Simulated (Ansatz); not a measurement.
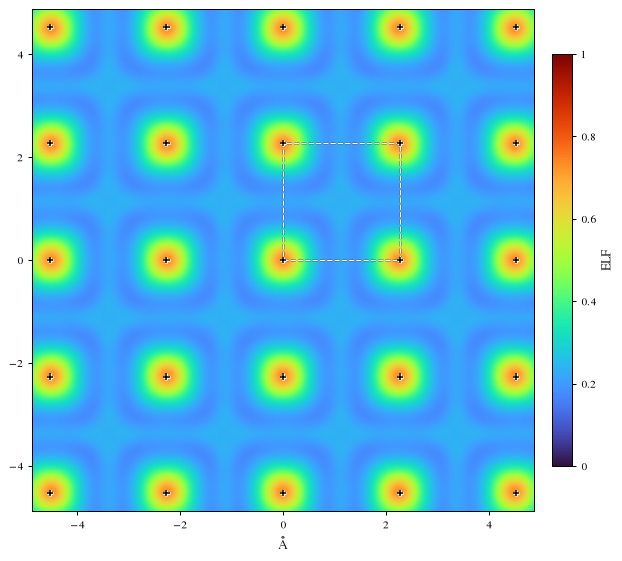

The ELF on a plane through atoms (crosses mark nuclei in the plane).

These are results of Ansatz 0.2.0, DFT, BLYP, plane waves (420 eV) with PAW, scalar-relativistic, not measurements.

Candidates:
A. Cr, a = 2.38 Å, b = 4.92 Å, c = 7.98 Å, α = 90.00°, β = 90.00°, γ = 90.00°. Space group Fddd; set up as Cr, beta-Sn type; a generated structure, not necessarily the stable one; changed on purpose from its base cell (volume × 0.96); computed pressure about 10 GPa in this cell; computed without spin polarisation.
B. Ni, a = 2.27 Å, b = 2.27 Å, c = 2.27 Å, α = 90.00°, β = 90.00°, γ = 90.00°. Space group Pm-3m; set up as Ni, simple cubic; a generated structure, not necessarily the stable one; changed on purpose from its base cell (volume × 0.88); computed pressure about 21 GPa in this cell; computed without spin polarisation.

Question: Which candidate gave the map?

Answer: Candidate B: Ni on the (010) plane of the conventional cell, which holds Ni. Ni–Ni (2.27 Å): the ELF is about 0.20 at the midpoint (no shared electron pair shows on this line).
